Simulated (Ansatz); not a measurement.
System: HfO2.

```
Hf O
1.0
     2.49356   -2.49356    0.00000
     2.49356    2.49356    0.00000
     0.00000    0.00000    5.24287
Hf O
2 4
Direct
  0.00000 0.00000 0.00000
  0.50000 0.50000 0.50000
  0.00000 0.50000 0.25000
  0.50000 0.00000 0.75000
  0.50000 0.00000 0.25000
  0.00000 0.50000 0.75000
```

Space group I4/mmm; changed on purpose from its base cell (strain -0.025 along x and y, +0.025 along z, atoms carried along); computed pressure about 4 GPa in this cell.

Level of theory: DFT PBE, scalar-relativistic, plane waves, PAW in Ansatz 0.2.0.

**What can the converged valence pseudo-density and electron localisation function tell about the bonding?**

Hf–O (2.20 Å): the density is about 0.57 e/Å³ at the midpoint; the ELF peaks at about 0.85 in the valence shell of O, 0.6 Å from its nucleus, and drops to about 0.15 between the two atoms (no shared electron pair shows on this line).

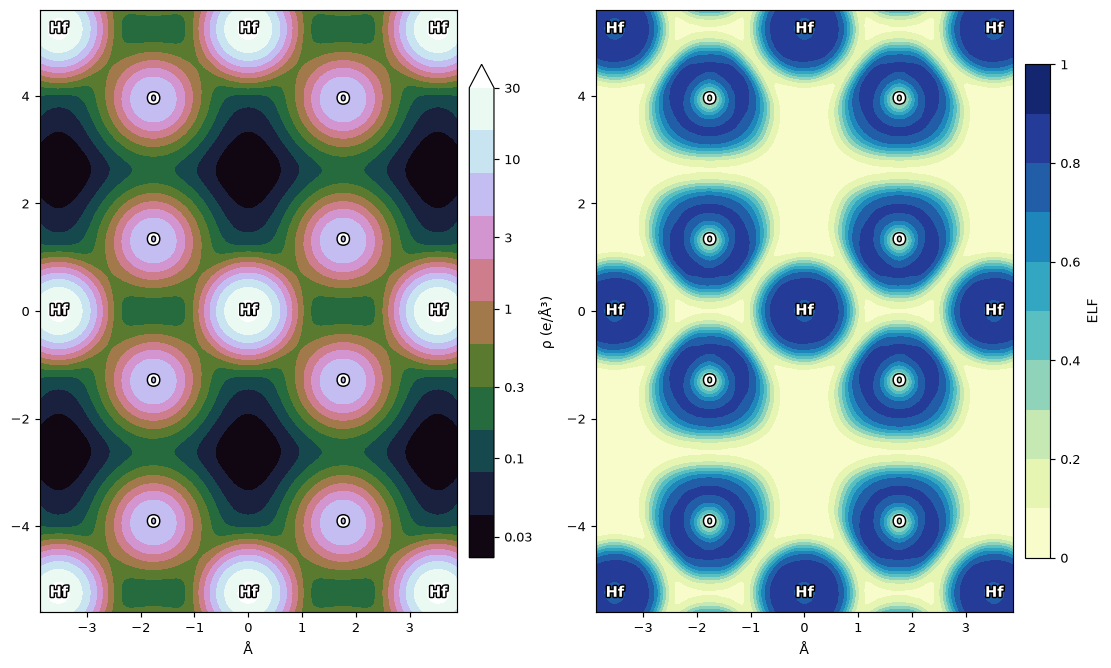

Computed valence pseudo-density and electron localisation function on the (100) plane of the conventional cell, in this order. 

Core electrons are frozen (PAW), and the valence fields are smoothed inside the atomic spheres.
